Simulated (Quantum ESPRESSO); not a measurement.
# BP (F-43m): how pressure shifts the optical phonon

By how much does an optical zone-centre mode of BP (F-43m) shift under hydrostatic pressure?

Calculated with Quantum ESPRESSO 7.5; DFT LDA, scalar-relativistic, plane waves, JTH PAW pseudopotentials.

### Step 1. The relaxed structure

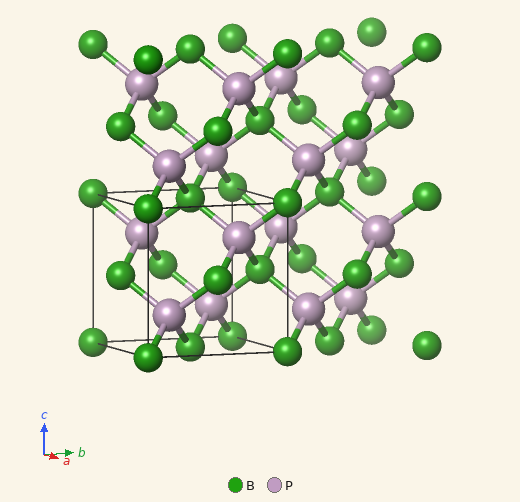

The cell as given, slightly off an axis (boron green, phosphorus pink). 1×2×2 cells are drawn. This picture shows the conventional cell, with its axes. Bonds to atoms that aren't drawn are left out. Some periodic images of atoms are drawn too.

Coordinates:

```cif
data_structure
_symmetry_space_group_name_H-M 'F-43m'
_symmetry_Int_Tables_number 216
_cell_length_a 4.4896
_cell_length_b 4.4896
_cell_length_c 4.4896
_cell_angle_alpha 90.000
_cell_angle_beta 90.000
_cell_angle_gamma 90.000
_cell_volume 90.49
loop_
_atom_site_label
_atom_site_type_symbol
_atom_site_symmetry_multiplicity
_atom_site_Wyckoff_symbol
_atom_site_fract_x
_atom_site_fract_y
_atom_site_fract_z
_atom_site_occupancy
B1 B 4 a 0.00000 0.00000 0.00000 1
P1 P 4 d 0.25000 0.25000 0.75000 1
```

This is the cell after its relaxation at this level of theory, not the database cell from which that began.

### Step 2. Runs at several volumes

The relaxed cell is scaled uniformly; in this structure symmetry fixes all atoms, so nothing has to be relaxed anew. Each volume gets a ground state and a response at Γ. The mode followed is the highest one without the macroscopic field, of symmetry T2; longitudinal polar modes lie higher. Cutoff 50 Ry, k mesh 12×12×12.

From the response at V/V₀ = 0.94:

Output:

```text
[banners, grids, parts of the stress and lines that vanish by symmetry left out]
Program PHONON v.7.5
     Reading xml data from directory:

[...]
Exchange-correlation= PW
                           (   1   4   0   0   0   0   0)
[...]
kinetic-energy cut-off    =      50.0000  Ry
     charge density cut-off    =     400.0000  Ry
     convergence threshold     =      1.0E-18
[...]
Exchange-correlation= PW
                           (   1   4   0   0   0   0   0)
[...]
q = (   0.0000000   0.0000000   0.0000000 )
     25 Sym.Ops. (with q -> -q+G )
     G cutoff =  699.8413  (  19579 G-vectors)     FFT grid: ( 40, 40, 40)
     G cutoff =  349.9206  (   6855 G-vectors)  smooth grid: ( 27, 27, 27)
     number of k points=    72
[...]
Mode symmetry, T_d (-43m)  point group:
[...]
Dielectric constant
[...]
End of electric fields calculation
          Dielectric constant in cartesian axis
          (       9.202148493      -0.000000000      -0.000000000 )
          (      -0.000000000       9.202148493       0.000000000 )
          (      -0.000000000       0.000000000       9.202148493 )
          Effective charges (d Force / dE) in cartesian axis without acoustic sum rule applied (asr)
           atom    1  B     Mean Z*:       -0.83628
      Ex  (       -0.83628        0.00000       -0.00000 )
      Ey  (        0.00000       -0.83628        0.00000 )
      Ez  (       -0.00000        0.00000       -0.83628 )
           atom    2  P     Mean Z*:        0.83227
      Ex  (        0.83227       -0.00000        0.00000 )
      Ey  (       -0.00000        0.83227        0.00000 )
      Ez  (        0.00000        0.00000        0.83227 )
          Effective charges Sum: Mean:       -0.00401
[...]
Effective charges (d Force / dE) in cartesian axis with asr applied:
           atom    1  B     Mean Z*:       -0.83427
[...]
atom    2  P     Mean Z*:        0.83427
[...]
Representation #   1 modes #   1   2   3
[...]
End of self-consistent calculation
     Convergence has been achieved
     Representation #   2 modes #   4   5   6
[...]
End of self-consistent calculation
     Convergence has been achieved
[...]
Dielectric constant in cartesian axis
          (       9.202148493      -0.000000000      -0.000000000 )
          (      -0.000000000       9.202148493       0.000000000 )
          (      -0.000000000       0.000000000       9.202148493 )
          Effective charges (d Force / dE) in cartesian axis without acoustic sum rule applied (asr)
           atom    1  B     Mean Z*:       -0.83628
      Ex  (       -0.83628        0.00000       -0.00000 )
      Ey  (        0.00000       -0.83628        0.00000 )
      Ez  (       -0.00000        0.00000       -0.83628 )
           atom    2  P     Mean Z*:        0.83227
      Ex  (        0.83227       -0.00000        0.00000 )
      Ey  (       -0.00000        0.83227        0.00000 )
      Ez  (        0.00000        0.00000        0.83227 )
          Effective charges Sum: Mean:       -0.00401
[...]
Effective charges (d Force / dE) in cartesian axis with asr applied:
           atom    1  B     Mean Z*:       -0.83427
[...]
atom    2  P     Mean Z*:        0.83427
[...]
q = (    0.000000000   0.000000000   0.000000000 )
[...]
freq (    1) =      -0.011307 [THz] =      -0.377164 [cm-1]
     freq (    2) =      -0.011307 [THz] =      -0.377164 [cm-1]
     freq (    3) =      -0.011307 [THz] =      -0.377164 [cm-1]
     freq (    4) =      26.197538 [THz] =     873.855805 [cm-1]
     freq (    5) =      26.197538 [THz] =     873.855805 [cm-1]
     freq (    6) =      26.197538 [THz] =     873.855805 [cm-1]
[...]
Mode symmetry, T_d (-43m)  point group:
     freq (   1-   3) =         -0.4  [cm-1]   --> T_2  G_15 P_4   I+R
     freq (   4-   6) =        873.9  [cm-1]   --> T_2  G_15 P_4   I+R

   JOB DONE.
```

One volume, V/V₀ = 0.97, is held back as a test.

```tsv
V/V₀	volume (Å³/atom)	pressure (GPa)	ω (cm⁻¹)
0.94	10.633	12.19	873.86
0.97	10.973	5.64	held back
1	11.312	-0.03	821.37
1.03	11.651	-4.95	797.11
1.06	11.991	-9.22	774.06
```

### Step 3. The fit

The mode Grüneisen parameter is γ = −d ln ω / d ln V.

```tsv
ln(V/V₀)	ln ω
-0.0619	6.7729
0.0000	6.7110
0.0296	6.6810
0.0583	6.6516
```

A straight line through these points has the slope -1.009, so γ = 1.01; at V/V₀ = 0.97 it predicts ω = exp(6.7107 + 0.0307) = 846.75 cm⁻¹.

A parabola of pressure against ln V through V/V₀ = 0.97, 1 and 1.03 gives the bulk modulus B = −dP/d ln V = 176 GPa at V₀. With ω₀ from the fitted line the pressure coefficient follows as dω/dP = γ ω₀ / B = 1.01 × 821.1 / 176 = 4.70 cm⁻¹/GPa.

### Step 4. The run that was held back

Output:

```text
[banners, grids, parts of the stress and lines that vanish by symmetry left out]
[banner, memory and clock lines left out]
Program PHONON v.7.5

[...]
Exchange-correlation= PW
                           (   1   4   0   0   0   0   0)
[...]
kinetic-energy cut-off    =      50.0000  Ry
     charge density cut-off    =     400.0000  Ry
     convergence threshold     =      1.0E-18
[...]
Exchange-correlation= PW
                           (   1   4   0   0   0   0   0)
[...]
q = (   0.0000000   0.0000000   0.0000000 )
     25 Sym.Ops. (with q -> -q+G )
     G cutoff =  714.6534  (  19891 G-vectors)     FFT grid: ( 40, 40, 40)
     G cutoff =  357.3267  (   7119 G-vectors)  smooth grid: ( 27, 27, 27)
     number of k points=    72
[...]
Mode symmetry, T_d (-43m)  point group:
[...]
Dielectric constant
[...]
End of electric fields calculation
          Dielectric constant in cartesian axis
          (       9.205557318       0.000000000      -0.000000000 )
          (       0.000000000       9.205557318       0.000000000 )
          (      -0.000000000      -0.000000000       9.205557318 )
          Effective charges (d Force / dE) in cartesian axis without acoustic sum rule applied (asr)
           atom    1  B     Mean Z*:       -0.73272
      Ex  (       -0.73272        0.00000       -0.00000 )
      Ey  (       -0.00000       -0.73272       -0.00000 )
      Ez  (        0.00000       -0.00000       -0.73272 )
           atom    2  P     Mean Z*:        0.72885
      Ex  (        0.72885        0.00000        0.00000 )
[...]
Representation #   1 modes #   1   2   3
[...]
End of self-consistent calculation
     Convergence has been achieved
     Representation #   2 modes #   4   5   6
[...]
End of self-consistent calculation
     Convergence has been achieved
[...]
Dielectric constant in cartesian axis
          (       9.205557318       0.000000000      -0.000000000 )
          (       0.000000000       9.205557318       0.000000000 )
          (      -0.000000000      -0.000000000       9.205557318 )
          Effective charges (d Force / dE) in cartesian axis without acoustic sum rule applied (asr)
           atom    1  B     Mean Z*:       -0.73272
      Ex  (       -0.73272        0.00000       -0.00000 )
      Ey  (       -0.00000       -0.73272       -0.00000 )
      Ez  (        0.00000       -0.00000       -0.73272 )
           atom    2  P     Mean Z*:        0.72885
      Ex  (        0.72885        0.00000        0.00000 )
      Ey  (        0.00000        0.72885       -0.00000 )
      Ez  (        0.00000        0.00000        0.72885 )
          Effective charges Sum: Mean:       -0.00388
[...]
Effective charges (d Force / dE) in cartesian axis with asr applied:
           atom    1  B     Mean Z*:       -0.73079
[...]
atom    2  P     Mean Z*:        0.73079
[...]
q = (    0.000000000   0.000000000   0.000000000 )
[...]
freq (    1) =      -0.009346 [THz] =      -0.311737 [cm-1]
     freq (    2) =      -0.009346 [THz] =      -0.311737 [cm-1]
     freq (    3) =      -0.009346 [THz] =      -0.311737 [cm-1]
     freq (    4) =      25.389818 [THz] =     846.913165 [cm-1]
     freq (    5) =      25.389818 [THz] =     846.913165 [cm-1]
     freq (    6) =      25.389818 [THz] =     846.913165 [cm-1]
[...]
Mode symmetry, T_d (-43m)  point group:
     freq (   1-   3) =         -0.3  [cm-1]   --> T_2  G_15 P_4   I+R
     freq (   4-   6) =        846.9  [cm-1]   --> T_2  G_15 P_4   I+R
```

It gives 846.91 cm⁻¹ against the predicted 846.75 cm⁻¹, a miss of 0.2 cm⁻¹.

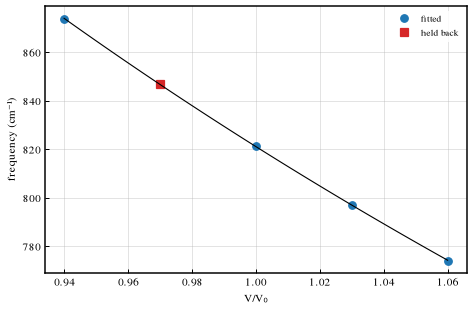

Frequency against volume, with the power-law fit.

### Step 5. Outcome

| Item | Value |
| --- | --- |
| mode Grüneisen parameter | 1.009 |
| bulk modulus | 176 GPa |
| pressure coefficient | 4.70 cm⁻¹/GPa |

**Reading.** The highest optical mode of BP (F-43m) without the LO-TO term stiffens by 4.70 cm⁻¹ a GPa near the relaxed volume, with γ = 1.01. The power law meets all 5 runs within 0.03 %; between neighbouring volumes γ runs from 1.00 to 1.02. Such a coefficient turns a measured shift of this mode into a hydrostatic stress; uniaxial or biaxial stress splits the mode and needs deformation potentials. These are harmonic values at zero temperature for the structure held cubic, which a run at Γ can't show to be stable; the bulk modulus rests on three points.

[Host names and launcher messages were left out of these logs when they were recorded.]

[Logs are printed without paths, hosts, clocks, repeated set-up lines and the standing remarks that a program may print on its own settings, such as how far it seeks lower states.]

[Hosts, paths, dates, database ids (printed as entryN), source tags and the programs' standing remarks are cut or masked in the printed files.]
